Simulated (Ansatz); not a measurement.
# Si9O17 (cell with a defect): what the fields show

```
CELL_PARAMETERS angstrom
5.01843 0.00000 -5.50950
-2.50922 -4.34609 -5.50950
-2.50922 4.34609 -5.50950
ATOMIC_POSITIONS crystal
Si 0.06619 0.04879 0.54969
Si 0.73403 0.74403 0.21653
Si 0.38248 0.34309 0.90170
Si 0.50813 0.00601 0.50437
Si 0.18292 0.65879 0.16274
Si 0.83026 0.31878 0.83219
Si 0.42917 0.98778 0.95780
Si 0.09517 0.59856 0.61707
Si 0.77036 0.29484 0.27803
O 0.04013 0.82675 0.62103
O 0.69960 0.52578 0.27359
O 0.49658 0.95605 0.73539
O 0.17512 0.57609 0.39403
O 0.84063 0.26218 0.05844
O 0.61396 0.34523 0.80689
O 0.29666 0.04420 0.46118
O 0.96494 0.73314 0.12474
O 0.58315 0.20462 0.39769
O 0.27343 0.85109 0.07937
O 0.89554 0.52296 0.72077
O 0.98373 0.14217 0.73820
O 0.65772 0.82464 0.41419
O 0.30467 0.47269 0.06602
O 0.95348 0.18300 0.37930
O 0.61932 0.89387 0.05312
O 0.26361 0.46215 0.73159
```

These are results of DFT PBE, scalar-relativistic, plane waves, PAW (Ansatz), not measurements.

Core electrons are frozen (PAW), and the valence fields are smoothed inside the atomic spheres.

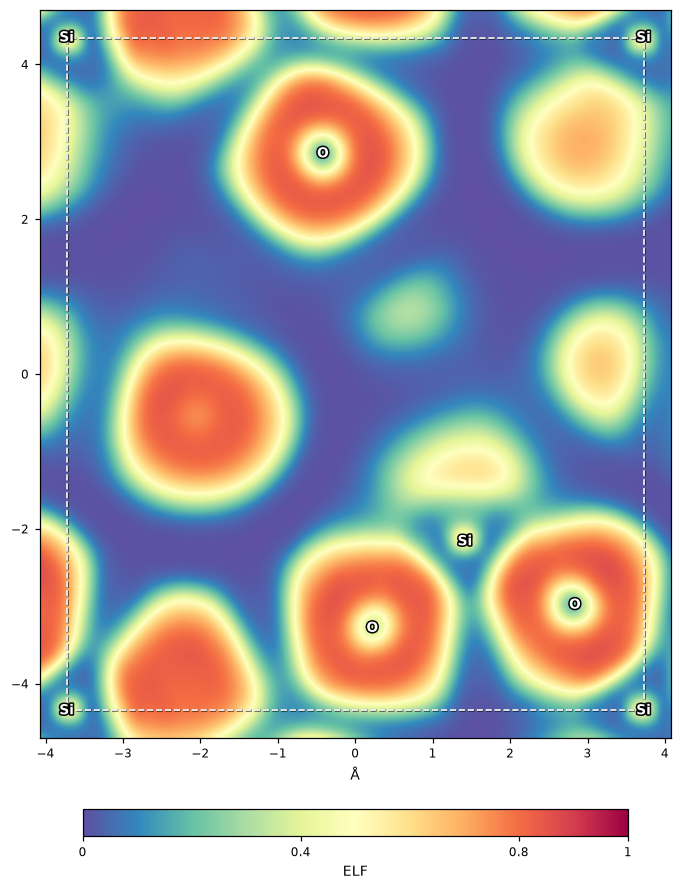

Figure 1. Electron localisation function on the (011) plane of the calculation cell.

### What do the fields say about this system?

The section cuts through Si and O sites. Atoms just off the plane (Si, 0.8 Å away and O, 0.4 Å away) can leave unmarked features too. Si–O (1.63 Å): the ELF peaks at about 0.85 between the atoms: a polar covalent bond. The ELF also peaks beside O, away from the bonds: lone-pair regions.

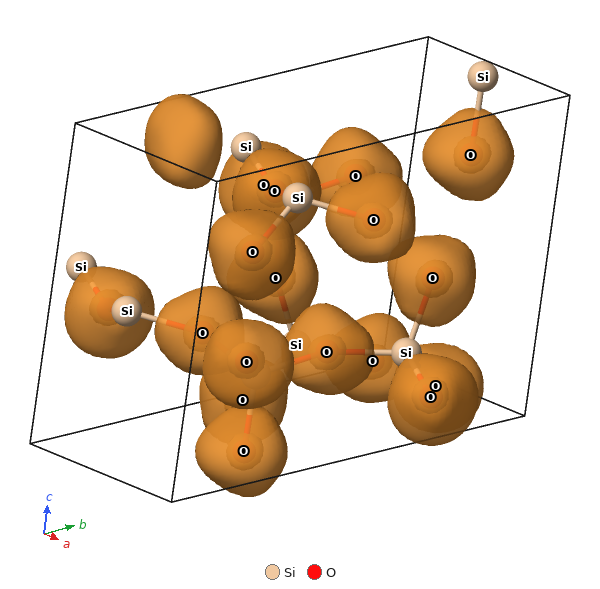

Figure 2. Isosurface of the ELF at 0.7 (orange), seen slightly off an axis. Core shells and regions of very low density are left out. Sticks mark near contacts.

### Identify the bonds, lone pairs and shells in this picture.

At this value the surface marks out one region between bonded Si–Si atoms (shared pairs) and 17 regions on O in which the atom's valence shell and bonds are merged, counted in one cell of 26 atoms. Any copies at cell faces, edges or corners count once. Along the contacts the grid gives the following. Si–O (1.62 Å): the ELF peaks at about 0.85 between the atoms; a short, strongly polar bond. Si–Si (2.47 Å): the ELF peaks at about 1 between the atoms: a shared electron pair.

### Does the calculation make it a metal, or give it a gap?

It is gapped, with a Kohn–Sham gap of 5.7 eV on the k-point mesh, an upper bound to the gap of this method.
